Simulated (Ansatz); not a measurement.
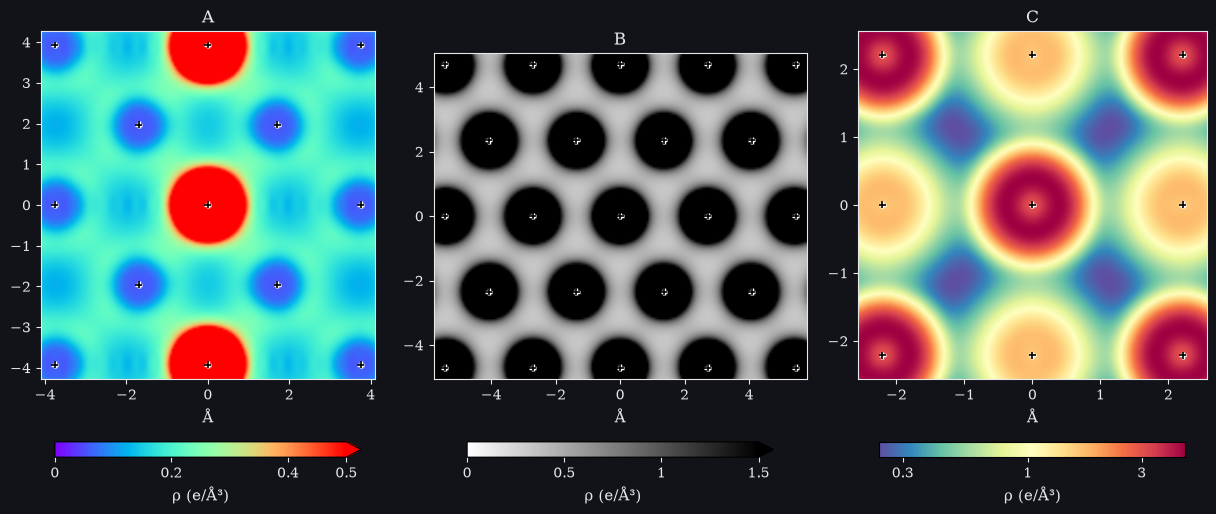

The valence charge density (pseudo) of 3 systems, each on a plane through atoms (crosses mark nuclei in the plane).

All numbers below come from Ansatz, DFT r2SCAN, scalar-relativistic, plane waves, PAW.

System 1: Ta4C3, the (100) plane of the conventional cell. Space group Pm-3m; a structure from a database of computed crystals, not necessarily the ambient phase.

```
Ta C
1.0
     4.42479    0.00000    0.00000
     0.00000    4.42479    0.00000
     0.00000    0.00000    4.42479
Ta C
4 3
Direct
  0.00000 0.50000 0.50000
  0.50000 0.00000 0.50000
  0.50000 0.50000 0.00000
  0.00000 0.00000 0.00000
  0.50000 0.00000 0.00000
  0.00000 0.50000 0.00000
  0.00000 0.00000 0.50000
```

System 2: Ir, the (010) plane of the calculation cell. Space group Fm-3m; computed without spin polarisation.

System 3: Al3Cu, the (11̄0) plane of the conventional cell. Space group P4/mmm; a structure from a database of computed crystals, not necessarily the ambient phase; computed without spin polarisation.

```
Al Cu
1.0
     2.77841    0.00000    0.00000
     0.00000    2.77841    0.00000
     0.00000    0.00000    7.51340
Al Cu
3 1
Direct
  0.00000 0.00000 0.50000
  0.50000 0.50000 0.22612
  0.50000 0.50000 0.77388
  0.00000 0.00000 0.00000
```

Question: Match each panel to its system.

Answer: Panel A is system 3, Al3Cu: the plane holds Al and Cu. Al–Cu (2.60 Å): the density is about 0.26 e/Å³ at the midpoint. Panel B is system 2, Ir: the plane holds Ir. Ir–Ir (2.72 Å): ρ at the midpoint is about 0.44 e/Å³. Panel C is system 1, Ta4C3: the plane holds Ta and C. Ta–C (2.21 Å): ρ at the midpoint is about 0.58 e/Å³.
